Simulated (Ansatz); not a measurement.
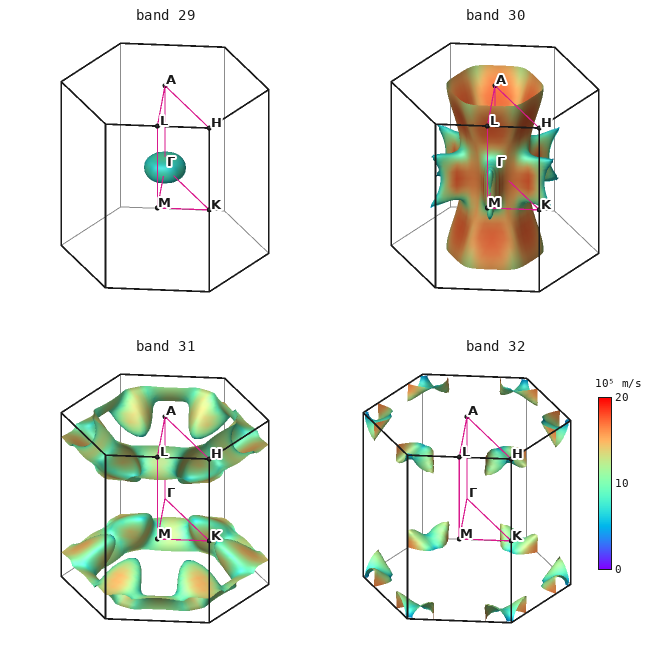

Fermi surface of Hg (space group P6/mmm, No. 191), coloured by the Fermi speed.

Method: DFT PBE, scalar-relativistic, plane waves, PAW; levels and slopes on a dense k mesh at the converged density (Ansatz). No spin polarisation. Mesh 24×24×24, interpolated with the band slopes. Unrelaxed database geometry (residual pressure 13 GPa). Sheets, masses and frequencies are those of this strained cell.

Give the range and mean of the Fermi speed for each band.

Answer. Band 29: 6.7 to 9.3 × 10⁵ m/s over most of the sheet, 7.7 × 10⁵ m/s on average over states. Band 30: 8.2 to 17 × 10⁵ m/s over most of the sheet, 13 × 10⁵ m/s on average over states. Band 31: 8.6 to 14 × 10⁵ m/s over most of the sheet, 11 × 10⁵ m/s on average over states. Band 32: 5.7 to 16 × 10⁵ m/s over most of the sheet, 11 × 10⁵ m/s on average over states.

Which of these bands adds most to the density of states at the Fermi level?

Answer. Band 31, with 0.42 of 0.87 states/eV per cell.

Spin-orbit coupling is left out; with Hg it can split, shift or remove sheets.
